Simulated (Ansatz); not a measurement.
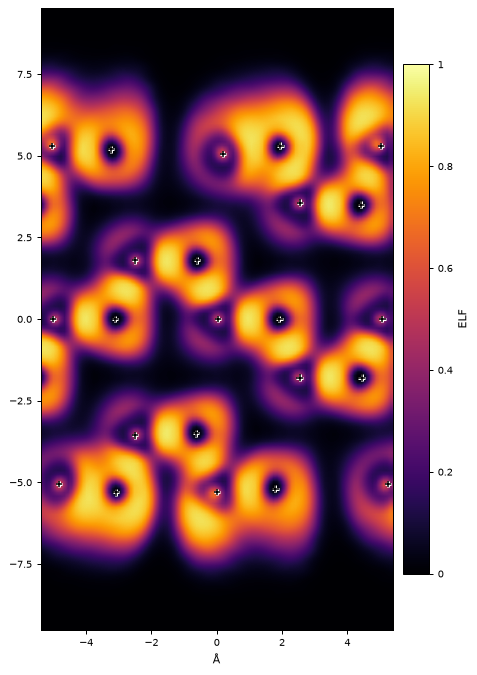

The electron localisation function on a plane through atoms (crosses mark nuclei in the plane).

Computed with DFT PBEsol, scalar-relativistic, plane waves, PAW (Ansatz 0.2.0).

Candidates:
A. Si, a = 5.43 Å, b = 5.43 Å, c = 5.43 Å, α = 90.00°, β = 90.00°, γ = 90.00°. Space group Fd-3m; a generated structure, not necessarily the stable one.
B. GaSb, a = 6.11 Å, b = 6.11 Å, c = 6.11 Å, α = 90.00°, β = 90.00°, γ = 90.00°. Space group F-43m; a generated structure, not necessarily the stable one.
C. SiC (slab), a = 3.08 Å, b = 10.08 Å, c = 25.66 Å, α = 90.00°, β = 90.00°, γ = 90.00°. 

Which system is this?

Candidate C: SiC on the (100) plane of the calculation cell, a cut from vacuum to vacuum, which holds Si and C. Si–C (1.77 Å): the ELF peaks at about 0.90 between the atoms. Si–C (1.80 Å): the ELF peaks at about 0.90 between the atoms.
